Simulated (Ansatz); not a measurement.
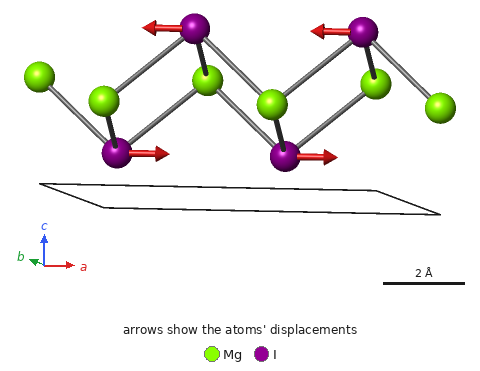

The lowest optical mode of a free-standing layer of MgI2 (a generated structure), space group P-3m1 (No. 164), at the zone centre. Displacements are drawn as red arrows; their common scale and sign are arbitrary. The picture is a ball-and-stick view of the 2 × 1 repeat of the cell, outlined in the plane, without the vacuum, seen slightly off an axis.

Theory: Ansatz 0.2.0, DFT PBE, scalar-relativistic, plane waves, PAW.

Input
```yaml
crystal:
  lattice:
    - [4.2059005804, 0.0, 0.0]
    - [-2.1029502902, 3.6424167484, 0.0]
    - [0.0, 0.0, 30.45257176]
  atoms:
    - { symbol: Mg, position: [0.0, 0.0, 0.2955415415] }
    - { symbol: I, position: [0.3333333333, 0.6666666667, 0.2405967769] }
    - { symbol: I, position: [0.6666666667, 0.3333333333, 0.3504863061] }
  periodic: [true, true, false]
basis:
  ecutwfc: 420
kpoints:
  mp_grid: { grid: [6, 6, 1] }
hamiltonian:
  xc: pbe
scf:
  occupations: { method: fixed }
output:
  eigenvalues: true
phonons:
  method: dfpt
  eigenvectors: true
  qmesh: [3, 3, 1]
  temperatures: { t_max: 1000, t_step: 100 }
  qpath:
    path:
      - [[0.0, 0.0, 0.0], [0.5, 0.0, 0.0], [0.33333333, 0.33333333, 0.0], [0.0, 0.0, 0.0], [0.0, 0.0, 0.5], [0.5, 0.0, 0.5], [0.33333333, 0.33333333, 0.5], [0.0, 0.0, 0.5]]
      - [[0.5, 0.0, 0.5], [0.5, 0.0, 0.0]]
      - [[0.33333333, 0.33333333, 0.5], [0.33333333, 0.33333333, 0.0]]
    npoints: 8
```

Launched with:
```bash
ansatz run input.yaml --threads 1 --pin off --max-ram 2560MiB --backend cpu --events-out ev --progress --plain --runs-dir out
```

Frequencies are those without the non-analytic (LO–TO) term.

Is this crystal at a minimum with respect to the drawn distortion?

Answer. Yes: this softest mode has a real frequency, and so have all others here. That speaks for this wave vector alone: the rest of the zone wasn't checked in this run. This is the E_g mode (doubly degenerate; one member of the set is drawn) at 59 cm⁻¹, the lowest optical level, Raman-active by symmetry. The Mg atoms stay at rest; all motion is along a of the drawn cell; atoms of one kind move against one another, with no net shift of their sublattice.
